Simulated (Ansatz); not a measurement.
AlCu

The calculation's input:

```
crystal:
  lattice:
    - [2.7915402411, 0.0, 0.0]
    - [-1.3957701205, 2.4175447644, 0.0]
    - [0.0, 0.0, 4.0710011]
  atoms:
    - { symbol: Al, position: [0.0, 0.0, 0.0] }
    - { symbol: Cu, position: [0.3333333333, 0.6666666667, 0.5] }
basis:
  ecutwfc: 500
kpoints:
  mp_grid: { grid: [24, 24, 14] }
  band_path:
    path:
      - [[0.0, 0.0, 0.0], [0.5, 0.0, 0.0], [0.33333333, 0.33333333, 0.0], [0.0, 0.0, 0.0], [0.0, 0.0, 0.5], [0.5, 0.0, 0.5], [0.33333333, 0.33333333, 0.5], [0.0, 0.0, 0.5]]
      - [[0.5, 0.0, 0.5], [0.5, 0.0, 0.0]]
      - [[0.33333333, 0.33333333, 0.5], [0.33333333, 0.33333333, 0.0]]
    npoints: 14
hamiltonian:
  xc: r2scan
scf:
  occupations: { method: gaussian, width: 0.1 }
  n_extra_bands: 6
output:
  forces: true
  stress: true
  eigenvalues: true
  populations: true
  dos: { projected: true, de: 0.02, nscf_kmesh: { grid: [29, 29, 17] } }
  bader: true
  write_density: true
  write_potential: true
  elf: true
  volumetric_format: npy
```

Launched as:

```sh
ansatz run input.yaml --threads 1 --pin off --max-ram 3072MiB --backend cpu --events-out ev --progress --plain --runs-dir out
```

Below, planes, directions and counts refer to the conventional cell (a = 2.79 Å, b = 2.79 Å, c = 4.07 Å, α = 90.00°, β = 90.00°, γ = 120.00°).

Space group P-6m2; a structure generated by program, which may or may not match a known phase; computed pressure about −4 GPa in this cell; computed without spin polarisation.

Computed with DFT r2SCAN, scalar-relativistic, plane waves, PAW in Ansatz.

Question: What can the converged valence pseudo-density and electron localisation function tell about the bonding?

Answer: Al–Cu (2.60 Å): the density is about 0.26 e/Å³ at the midpoint; the ELF is about 0.45 at the midpoint.
Bader's partition of the density gives Al +0.87 and Cu −0.87 e.

Question: Does the calculation give a band gap?

Answer: It is gapless in this calculation (a metal or semimetal).

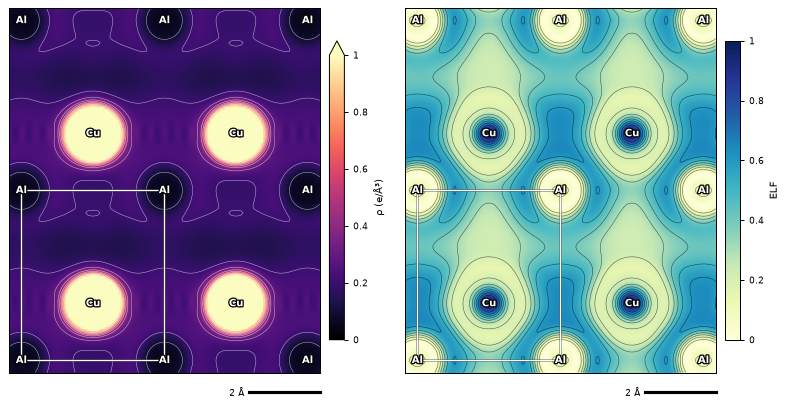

Computed valence pseudo-density and electron localisation function on the (110) plane of the conventional cell, in this order. 

The density is the valence pseudo-density of a PAW calculation; it isn't the true density close to the nuclei.
